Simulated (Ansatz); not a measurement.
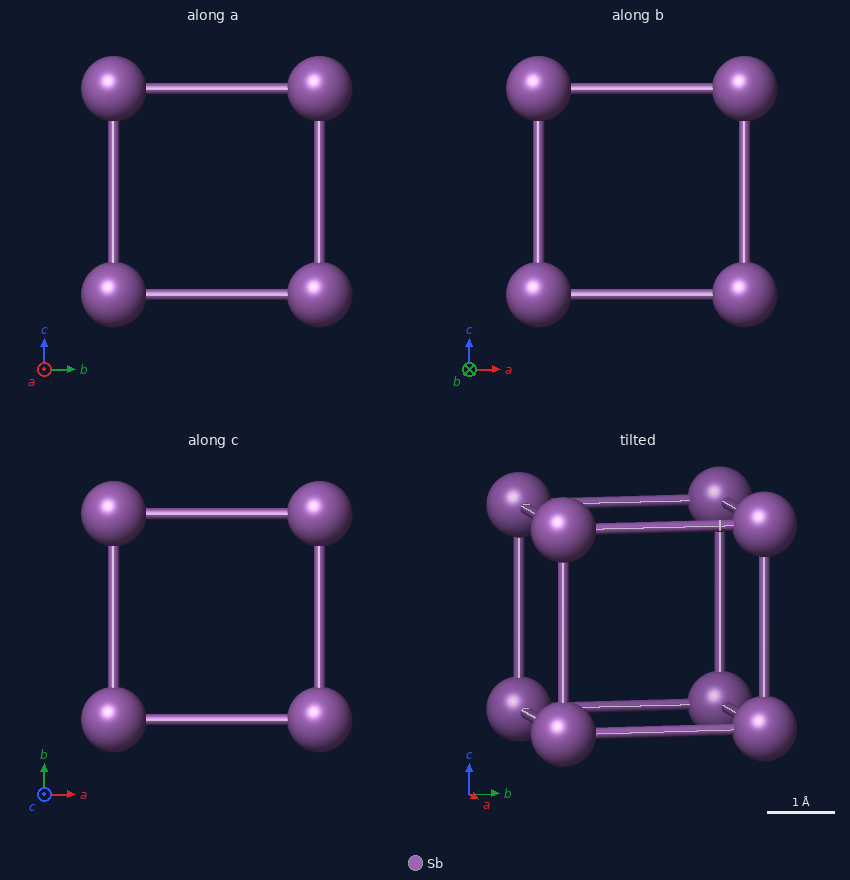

Ball-and-stick representation of a periodic structure, projected along the a axis, along the b axis, along the c axis and slightly off an axis. The lines enclose the conventional unit cell; boundary atoms appear with their images.

Lattice parameters: a = 3.106 Å, b = 3.106 Å, c = 3.106 Å, α = 90.00°, β = 90.00°, γ = 90.00°. Put a along x and b in the xy plane.

Question: From the views, write a POSCAR file.

Answer:
```
Sb
1.0
     3.106    0.000    0.000
     0.000    3.106    0.000
     0.000    0.000    3.106
Sb
1
Direct
  0.0000 0.0000 0.0000
```

Source of the structure: a structure type filled with this element by a generator (whether the element takes this form wasn't checked). Earlier steps of the study may have refined or changed the cell and positions. An electronic-structure calculation with Ansatz was run on it.
